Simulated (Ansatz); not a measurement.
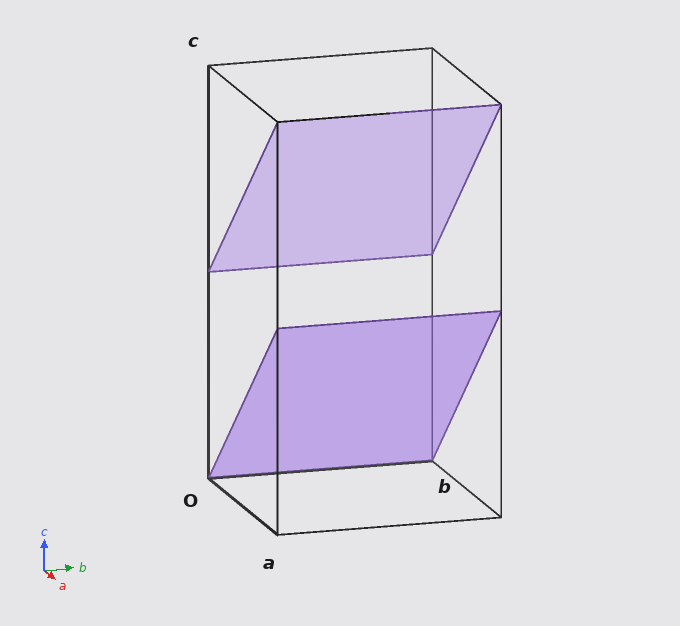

Every member of one family of equally spaced planes, hx + ky + lz = a whole number, that cuts the unit cell is shaded (one member passes through the origin O). Crystal: V, coordinates from a relaxation with Ansatz 0.2.0, DFT PBEsol, scalar-relativistic, plane waves, PAW; the starting structure was generated, so it need not be a known form of this composition. Geometry calculated from the standardised cell; symmetry tolerance 0.002 Å.

a = 2.430 Å, b = 2.430 Å, c = 4.429 Å, α = 90.00°, β = 90.00°, γ = 90.00°.

Index the planes.

Answer. (1 0 −2); the opposite sign names the same planes. The member next to the origin meets the axes a at 1, b never, c at −1/2.

What is the spacing?

Answer. d = 1.637 Å.

The space group is I4/mmm, No. 139. How many reflections hkl are equivalent to this one (itself included), and does it occur?

Answer. 8 reflections are equivalent in the Laue class 4/mmm. The reflection is systematically absent, by the centring.
